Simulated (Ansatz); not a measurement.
**Run report: TiO2, geometry relaxation**

TiO2 (P4₂/mnm, 12 atoms in the cell), computed with DFT r2SCAN, scalar-relativistic, plane waves, PAW, no spin polarisation (Ansatz 0.2.0).

The structure derives from a Materials Project entry. It belongs to a series of runs on one base structure; here: 0 of 4 Ti sites taken by Hf, cell and atoms relaxed.

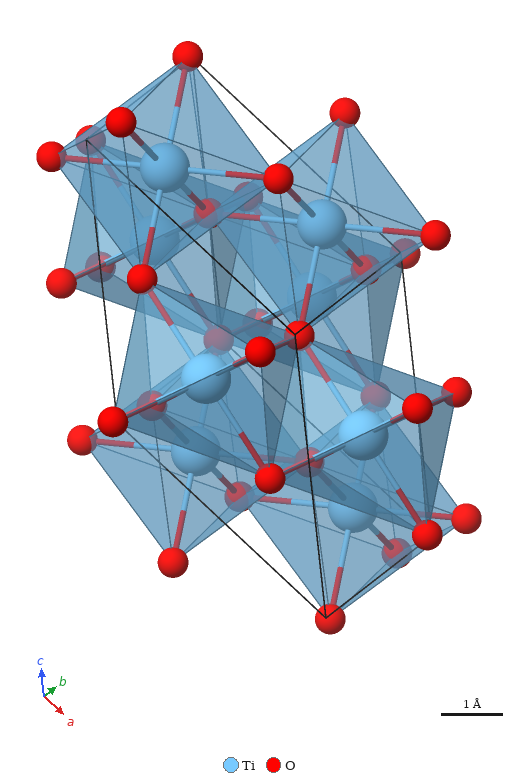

*The input geometry (polyhedral view of the cell of the calculation, seen slightly off an axis; polyhedra are completed across the faces of the cell). An atom can appear more than once, as a periodic image.*

Input file:
```yaml
crystal:
  lattice:
    - [-4.5964475549, 0.0, 2.9540545333]
    - [4.5964475549, 0.0, 2.9540545333]
    - [0.0, 4.5964475549, -2.9540545333]
  atoms:
    - { symbol: Ti, position: [0.0, 0.5, 0.5] }
    - { symbol: Ti, position: [0.5, 0.0, 0.5] }
    - { symbol: Ti, position: [0.25, 0.25, 0.0] }
    - { symbol: Ti, position: [0.75, 0.75, 0.0] }
    - { symbol: O, position: [0.25, 0.9453609384, 0.6953609384] }
    - { symbol: O, position: [0.75, 0.4453609384, 0.6953609384] }
    - { symbol: O, position: [0.6953609384, 0.5, 0.1953609384] }
    - { symbol: O, position: [0.1953609384, 0.0, 0.1953609384] }
    - { symbol: O, position: [0.3046390616, 0.5, 0.8046390616] }
    - { symbol: O, position: [0.8046390616, 0.0, 0.8046390616] }
    - { symbol: O, position: [0.25, 0.5546390616, 0.3046390616] }
    - { symbol: O, position: [0.75, 0.0546390616, 0.3046390616] }
basis:
  ecutwfc: 500
kpoints:
  mp_grid: { grid: [6, 6, 6] }
hamiltonian:
  xc: r2scan
scf:
  occupations: { method: gaussian, width: 0.02 }
output:
  forces: true
  stress: true
  eigenvalues: true
relax:
  adjacent_minimum: "off"
  f_tol: 0.015
  max_steps: 60
  cell: { stress_tol: 0.15 }
```

Machine: 2 threads of Intel Xeon (Sapphire Rapids), 32 GiB of memory available, shared host.

Command:
```bash
ansatz run input.yaml --threads 2 --pin off --max-ram 5120MiB --backend cpu --events-out ev --progress --plain --runs-dir out
```

Log:
```
Engine: ansatz 0.2.0, x86_64-unknown-linux-gnu
Pseudopotentials: kind: paw
Pseudopotential: Ti, paw, valence charge 12, recommended cutoff 500 eV (meta_gga), Ti.paw.azcp
Pseudopotential: O, paw, valence charge 6, recommended cutoff 500 eV (meta_gga), O.paw.azcp
Functional definition: r2SCAN
  parameter k0 = 0.174
  parameter k1 = 0.065
  parameter a1 = 4.9479
  exchange = r2scan_x(k0 = k0, k1 = k1, a1 = a1)
  correlation = r2scan_c
Crystal: 12 atoms, lattice volume = 124.823 Å³
Basis set: ecut = 500 eV, 3135 PW (Γ), exchange–correlation on 160×160×160 points (64 copies of the dense FFT grid, shifted against one another)
Bands: 60, of which v1, the nominal top of the filled ones, is band 48 counted from 1 (47 counted from 0)
Symmetry: 32 space group operations
Space group: P42/mnm (ITA 136), of the structure as read, at distance tolerance 5.0e-5 Å
k-points: 30 of 216
Non-local potential: Ti, projectors of the file, l = 0: 3, l = 1: 2, l = 2: 3, l = 3: 1
Non-local potential: O, projectors of the file, l = 0: 2, l = 1: 2, l = 2: 1
PAW form: soft (Blöchl's): semilocal exchange-correlation on the pseudo side does not see the compensation charge
PAW frozen core: Ti, regenerated for the run's functional (the file was generated under x = pbe(κ = 0.804, μ = 0.2195149727645171), c = pbe(β = 0.06672455060314922))
PAW frozen core: O, regenerated for the run's functional (the file was generated under x = pbe(κ = 0.804, μ = 0.2195149727645171), c = pbe(β = 0.06672455060314922))
PAW one-centre angular grid: Ti, 590 points (default); XC on 160 Gauss nodes
PAW one-centre angular grid: O, 302 points (default); XC on 160 Gauss nodes
Initial density: superposition of atomic densities (neutral atoms: chi_scale 0, normalization atom), corrected by the library's trained network
Initial wavefunctions: pseudopotential atomic-orbital guess
Functional: x = r2scan, c = r2scan; τ floored in thin density (d = 2e-4 eV/Å³)
SCF iter   1: F=—  HF=-14585.124785 eV  |F-HF|=—  |Δ(HF+E_count)|=         —  Δρ=2.75e-2  dr2=1.10e0  dr2_τ=7.71e-1  ethr=1.77e-3  ⟨swp⟩=5.2  Hψ=6701  notcnv=0
preconditioner: auto → Resta (q_TF=auto, 2.611 Å⁻¹)  ε∞=7.3  [insulator: Δε(μ)=2.736 eV  Ē_g=10.562 eV  σ=0.020 eV  W_gap=1.00  n_scr=42 (ndim 8)  ℏωp=26.6 eV  f_vac=0.019  D(μ)=0.00/eV (n_scr^D=0)  ε∞_Penn≈7.3]
SCF iter   2: F=—  HF=-14585.167157 eV  |F-HF|=—  |Δ(HF+E_count)|=   4.24e-2  Δρ=1.22e-2  dr2=8.90e-2  dr2_τ=5.63e-2  ethr=1.14e-3  ⟨swp⟩=3.3  Hψ=3721  notcnv=0  defer=159
SCF iter   3: F=—  HF=-14585.156246 eV  |F-HF|=—  |Δ(HF+E_count)|=   1.09e-2  Δρ=4.05e-3  dr2=1.23e-2  dr2_τ=1.08e-3  ethr=9.27e-5  ⟨swp⟩=2.1  Hψ=2804  notcnv=0  defer=159
SCF iter   4: F=—  HF=-14585.155797 eV  |F-HF|=—  |Δ(HF+E_count)|=   4.49e-4  Δρ=1.18e-3  dr2=8.96e-4  dr2_τ=2.10e-4  ethr=1.28e-5  ⟨swp⟩=2.0  Hψ=2558  notcnv=0  defer=159
SCF iter   5: F=—  HF=-14585.155922 eV  |F-HF|=—  |Δ(HF+E_count)|=   1.25e-4  Δρ=1.88e-4  dr2=5.46e-5  dr2_τ=3.03e-6  ethr=9.33e-7  ⟨swp⟩=2.0  Hψ=2562  notcnv=0  defer=159
SCF iter   6: F=—  HF=-14585.155915 eV  |F-HF|=—  |Δ(HF+E_count)|=   6.96e-6  Δρ=4.25e-5  dr2=3.39e-6  dr2_τ=1.33e-7  ethr=5.69e-8  ⟨swp⟩=2.1  Hψ=3110  notcnv=0  defer=159
SCF iter   7: F=—  HF=-14585.155915 eV  |F-HF|=—  |Δ(HF+E_count)|=   1.87e-7  Δρ=1.65e-5  dr2=4.03e-7  dr2_τ=1.94e-8  ethr=3.53e-9  ⟨swp⟩=2.0  Hψ=2313  notcnv=0  defer=159
SCF iter   8: F=-14585.155915 eV  HF=-14585.155915 eV  |F-HF|=2.60e-9  |Δ(HF+E_count)|=   1.40e-8  Δρ=2.11e-6  dr2=6.17e-9  dr2_τ=1.05e-10  ethr=1.04e-10  ⟨swp⟩=9.7  Hψ=6910  notcnv=0
SCF 1 converged in 8 iterations: F = -14585.155915 eV  dr2 = 6.17e-9
  greatest PAW one-centre occupation: 1.000 electrons in one spin orbital (limit 2), on the Ti atom at site 3 (counted from 0), in its partial waves of l = 0
relax step   1: F+E_penalty+E_count = -14585.15591535 eV  Δ(F+E_penalty+E_count) = +0.000e0 eV  max|allowed force component| = 2.625e-3 eV/Å  Δτ_max = 0.0000 Å  P = +0.000 GPa  Ω = 124.823 Å³  (8 SCF iters, dr2 threshold 1.00e-7 eV, accepted)
Initial density: handed on by an earlier stage of this run
Initial wavefunctions: pseudopotential atomic-orbital guess (no wavefunctions were taken with the density)
iter 1 solved again at ethr=1.67e-8 eV; its pass at ethr=3.10e-3 eV (dr2=1.60e-5 eV) is discarded
SCF iter   1: F=—  HF=-14585.155919 eV  |F-HF|=—  |Δ(HF+E_count)|=         —  Δρ=2.22e-6  dr2=6.92e-9  dr2_τ=1.19e-10  ethr=1.67e-8  ⟨swp⟩=3.4  Hψ=11989  notcnv=0
preconditioner: auto → Resta (q_TF=auto, 2.611 Å⁻¹)  ε∞=7.9  [insulator: Δε(μ)=2.220 eV  Ē_g=10.103 eV  σ=0.020 eV  W_gap=1.00  n_scr=42 (ndim 8)  ℏωp=26.6 eV  f_vac=0.019  D(μ)=0.00/eV (n_scr^D=0)  ε∞_Penn≈7.9]
SCF iter   2: F=—  HF=-14585.155915 eV  |F-HF|=—  |Δ(HF+E_count)|=   3.87e-6  Δρ=1.32e-6  dr2=2.00e-9  dr2_τ=4.24e-10  ethr=7.20e-12  ⟨swp⟩=3.0  Hψ=3417  notcnv=0
SCF iter   3: F=-14585.155915 eV  HF=-14585.155915 eV  |F-HF|=2.55e-10  |Δ(HF+E_count)|=  6.91e-11  Δρ=6.71e-7  dr2=6.64e-10  dr2_τ=3.10e-11  ethr=1.12e-12  ⟨swp⟩=4.8  Hψ=5923  notcnv=0
SCF 2 converged in 3 iterations: F = -14585.155915 eV  dr2 = 6.64e-10
relax step   2: F+E_penalty+E_count = -14585.15591535 eV  Δ(F+E_penalty+E_count) = -3.034e-9 eV  max|allowed force component| = 2.624e-3 eV/Å  Δτ_max = 0.0000 Å  P = +0.000 GPa  Ω = 124.823 Å³  stress off target by 3.55e-2 GPa  SCF on the basis re-selected at this cell (its energy is not comparable with the rows above)  (3 SCF iters)
```

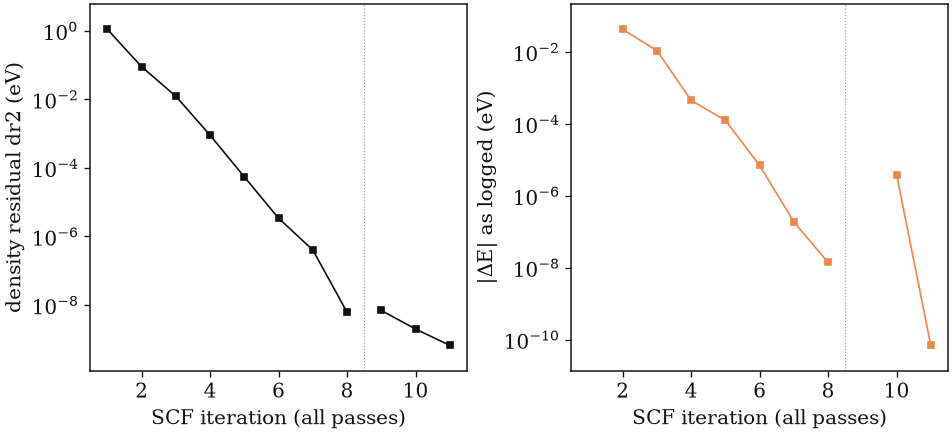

*Convergence of the self-consistent field: density residual dr2 and size of the energy change against the SCF iteration. The dotted lines part the SCF passes of the relaxation: geometry steps, rejected trials and re-solves on a re-selected basis.*

The passes take 8 and 3 iterations.

```
basis re-selected at this cell: Δ(F+E_penalty+E_count) = -3.034e-9 eV, ΔP = -0.000 GPa vs the last step (what re-selecting the basis moved, of the pressure what is left beyond the Pulay correction that the steps carried, after the strain that the cell walked since its last selection, with what the two solves' SCF thresholds leave and, on support functions, any second-order correction that the steps lacked; it is no measure of the basis error at this ecutwfc). This SCF's stress stands 3.55e-2 GPa from its target on what of the cell is left free (relax.cell.stress_tol is 1.50e-1 GPa) and its largest allowed force component is 2.62e-3 eV/Å (relax.f_tol is 1.50e-2 eV/Å): within both
SCF converged after 3 iterations
Free energy (F): -14585.155915 eV
Harris-Foulkes:  -14585.155915 eV  (|F-HF|=2.55e-10)
Internal energy: -14585.155915 eV  (E = F + TS)
E sigma→0 (E₀):  -14585.155915 eV
Fermi energy:    9.918520 eV
--- Per-component energies (eV) ---
  E_band       = -881.626656
  E_kinetic    = 2502.269125
  E_local      = -6157.869908  (includes V_loc(G=0)·N_el)
  E_nonlocal   = 383.528691
  E_hartree    = 2340.697436
  E_xc         = -965.873891
  E_vxc        = -1386.537058  (∫ρ·V_xc dr)
  E_paw        = -5494.612160  (= ΣΔE_a)
  E_vpaw       = -995.611818  (= ΣTr[D̂ρ^β])
  E_aug_tail   = 0.009519  (compensation charges beyond the density's cutoff)
  E_vtau       = 91.189331  (kinetic-family band-sum trace: ∫τ·v_τ [+ j·A + Jᵃ·Aᵃ] dr)
  E_ewald      = -7192.035371
  E_core_change = -1.269356  (= ΣΔE_core)
  E_smearing   = -0.000000  (= −TS)
  E_closure    = -0.000000  (closes the sum)
  Σ components = -14585.155915   (vs F -14585.155915, Δ=0.00e0)
--- Forces (eV/Å), atoms counted from 1 ---
  atom   1  Ti     0.00000000     0.00000000     0.00000000
  atom   2  Ti     0.00000000     0.00000000    -0.00000000
  atom   3  Ti    -0.00000000     0.00000000     0.00000000
  atom   4  Ti    -0.00000000     0.00000000     0.00000000
  atom   5  O      0.00262366     0.00262366     0.00000000
  atom   6  O      0.00262366     0.00262366     0.00000000
  atom   7  O     -0.00262366     0.00262366     0.00000000
  atom   8  O     -0.00262366     0.00262366     0.00000000
  atom   9  O      0.00262366    -0.00262366     0.00000000
  atom  10  O      0.00262366    -0.00262366     0.00000000
  atom  11  O     -0.00262366    -0.00262366    -0.00000000
  atom  12  O     -0.00262366    -0.00262366     0.00000000
  max |Σ_I F_I| component: 6.94e-18 eV/Å
--- Stress (GPa, compression-positive) ---
        0.018285       0.000000      -0.000000
        0.000000       0.018285      -0.000000
        0.000000       0.000000      -0.035509
  P = ⅓ Tr σ = 0.0004 GPa (0.004 kbar)
--- Band table (eV; the first three rows and the last of 30) ---
  k-point 0: bands = ["-50.3502", "-50.3327", "-50.3002", "-50.3002", "-25.8240", "-25.8240", "-25.6027", "-25.6027", "-25.4523", "-25.4523", "-25.4291", "-25.4291", "-25.4248", "-25.4248", "-25.3774", "-25.3418", "-10.4398", "-9.2904", "-9.1601", "-9.1601", "-8.8586", "-8.8586", "-8.5314", "-8.5314", "2.9390", "3.3155", "3.8061", "4.0056", "4.0056", "4.1419", "4.1419", "4.8576", "4.8576", "5.1643", "5.1643", "5.9763", "5.9763", "6.1756", "6.1756", "6.7510", "7.4953", "7.4953", "8.0622", "8.1022", "8.1022", "8.3303", "8.3303", "8.8083", "11.0288", "11.3522", "11.5694", "11.6676", "11.6676", "11.7507", "11.7507", "12.3826", "12.3826", "12.4165", "12.4165", "13.5293"]
  k-point 1: bands = ["-50.3490", "-50.3338", "-50.3002", "-50.3002", "-25.8275", "-25.8275", "-25.5933", "-25.5925", "-25.4486", "-25.4486", "-25.4362", "-25.4353", "-25.4286", "-25.4286", "-25.3750", "-25.3442", "-10.3415", "-9.2931", "-9.2385", "-9.2385", "-8.7790", "-8.7790", "-8.6269", "-8.5698", "3.1206", "3.4332", "3.8264", "3.8264", "3.9884", "4.3997", "4.3997", "4.8682", "4.8759", "5.1905", "5.1905", "6.0063", "6.0225", "6.0225", "6.1327", "6.7709", "7.3888", "7.3888", "7.8428", "7.8894", "7.9903", "7.9903", "8.1086", "8.7042", "11.1788", "11.5044", "11.5044", "11.5446", "11.7658", "11.7764", "11.8173", "12.4100", "12.4100", "12.6386", "12.6386", "13.6028"]
  k-point 2: bands = ["-50.3458", "-50.3370", "-50.3002", "-50.3002", "-25.8343", "-25.8343", "-25.5683", "-25.5661", "-25.4648", "-25.4625", "-25.4417", "-25.4417", "-25.4273", "-25.4273", "-25.3685", "-25.3507", "-10.0697", "-9.3870", "-9.3437", "-9.3437", "-8.7822", "-8.6714", "-8.6714", "-8.6673", "3.5134", "3.6979", "3.7013", "3.7013", "4.5798", "4.6356", "4.6356", "4.8941", "4.9080", "5.3308", "5.3308", "5.6751", "5.9116", "6.1587", "6.1587", "6.7736", "6.8729", "7.0623", "7.0623", "7.5043", "7.8001", "7.8001", "7.8861", "8.3946", "11.1990", "11.1990", "11.4771", "11.7548", "12.0209", "12.0911", "12.2103", "12.3996", "12.3996", "12.9531", "12.9531", "13.2319"]
  k-point 29: bands = ["-50.3413", "-50.3413", "-50.3003", "-50.3003", "-25.8249", "-25.8249", "-25.6152", "-25.6152", "-25.4501", "-25.4501", "-25.4277", "-25.4277", "-25.4170", "-25.4170", "-25.3594", "-25.3594", "-9.7848", "-9.7848", "-9.0707", "-9.0707", "-8.9690", "-8.9690", "-8.6557", "-8.6557", "3.1430", "3.1430", "4.1980", "4.1980", "4.7879", "4.7879", "5.0495", "5.0495", "5.1028", "5.1028", "5.8850", "5.8850", "5.9479", "5.9479", "6.4146", "6.4146", "6.5975", "6.5975", "7.3337", "7.3337", "7.4420", "7.4420", "7.6997", "7.6997", "11.0687", "11.0687", "11.6890", "11.6890", "12.1161", "12.1161", "12.3712", "12.3712", "12.8302", "12.8302", "12.9938", "12.9938"]
--- Relaxed structure (1 steps of the walk, 1 accepted, 1 SCFs on fresh bases) ---
  F+E_penalty+E_count = -14585.15591535 eV   max|allowed force component| = 2.624e-3 eV/Å   (the final SCF, on the basis selected at the relaxed cell)
  cell:  # Å, volume = 124.8226 Å³
    - [-4.5964475549, 0.0, 2.9540545333]
    - [4.5964475549, 0.0, 2.9540545333]
    - [0.0, 4.5964475549, -2.9540545333]
  atoms:
    - { symbol: Ti, position: [0.0, 0.5, 0.5] }
    - { symbol: Ti, position: [0.5, 0.0, 0.5] }
    - { symbol: Ti, position: [0.25, 0.25, 0.0] }
    - { symbol: Ti, position: [0.7500000000000001, 0.7500000000000001, 0.0] }
    - { symbol: O, position: [0.25, 0.9453609384000001, 0.6953609384000001] }
    - { symbol: O, position: [0.7500000000000001, 0.4453609384, 0.6953609384000001] }
    - { symbol: O, position: [0.6953609384, 0.5, 0.19536093840000002] }
    - { symbol: O, position: [0.19536093840000002, 0.0, 0.19536093840000002] }
    - { symbol: O, position: [0.3046390616, 0.5, 0.8046390616] }
    - { symbol: O, position: [0.8046390616, 0.0, 0.8046390616] }
    - { symbol: O, position: [0.24999999999999997, 0.5546390616, 0.30463906160000004] }
    - { symbol: O, position: [0.7500000000000002, 0.05463906160000001, 0.30463906160000004] }
```

Trajectory as extended XYZ (Å, eV, eV/Å), 2 frames, from step=1 to step=2:
```
12
Lattice="-4.5964 0.0000 2.9541 4.5964 0.0000 2.9541 0.0000 4.5964 -2.9541" Properties=species:S:1:pos:R:3:forces:R:3 step=1 energy=-14585.15591 pressure_GPa=0.00
Ti    2.2982    2.2982    0.0000    0.0000   0.0000   0.0000
Ti   -2.2982    2.2982    0.0000    0.0000   0.0000   0.0000
Ti    0.0000    0.0000    1.4770    0.0000   0.0000   0.0000
Ti    0.0000    0.0000    4.4311    0.0000   0.0000   0.0000
O     3.1962    3.1962    1.4770    0.0026   0.0026   0.0000
O    -1.4003    3.1962    1.4770    0.0026   0.0026   0.0000
O    -0.8980    0.8980    2.9541   -0.0026   0.0026   0.0000
O    -0.8980    0.8980    0.0000   -0.0026   0.0026   0.0000
O     0.8980    3.6985    0.0000    0.0026  -0.0026   0.0000
O    -3.6985    3.6985    0.0000    0.0026  -0.0026   0.0000
O     1.4003    1.4003    1.4770   -0.0026  -0.0026   0.0000
O    -3.1962    1.4003    1.4770   -0.0026  -0.0026   0.0000
12
Lattice="-4.5964 0.0000 2.9541 4.5964 0.0000 2.9541 0.0000 4.5964 -2.9541" Properties=species:S:1:pos:R:3:forces:R:3 step=2 energy=-14585.15591 pressure_GPa=0.00
Ti    2.2982    2.2982    0.0000    0.0000   0.0000   0.0000
Ti   -2.2982    2.2982    0.0000    0.0000   0.0000   0.0000
Ti    0.0000    0.0000    1.4770    0.0000   0.0000   0.0000
Ti    0.0000    0.0000    4.4311    0.0000   0.0000   0.0000
O     3.1962    3.1962    1.4770    0.0026   0.0026   0.0000
O    -1.4003    3.1962    1.4770    0.0026   0.0026   0.0000
O    -0.8980    0.8980    2.9541   -0.0026   0.0026   0.0000
O    -0.8980    0.8980    0.0000   -0.0026   0.0026   0.0000
O     0.8980    3.6985    0.0000    0.0026  -0.0026   0.0000
O    -3.6985    3.6985    0.0000    0.0026  -0.0026   0.0000
O     1.4003    1.4003    1.4770   -0.0026  -0.0026   0.0000
O    -3.1962    1.4003    1.4770   -0.0026  -0.0026   0.0000
```

Summary:

| quantity | value |
| --- | --- |
| outcome | converged |
| space group (tolerance 0.01 Å) | P4₂/mnm (136) |
| electrons treated | 96 |
| free energy | −14585.1559 eV |
| Fermi energy | 9.919 eV |
| gap on the k-point mesh | 2.22 eV |
| pressure | 0.00 GPa |
| final volume | 124.82 Å³ |
| largest force (length of the vector) at the end | 0.004 eV/Å |
| final cell | a = 5.464 Å, b = 5.464 Å, c = 5.464 Å, α = 107.00°, β = 107.00°, γ = 114.54° |
| wall time | 17 s (CPU time 32 s) |
| peak memory | 0.87 GiB |
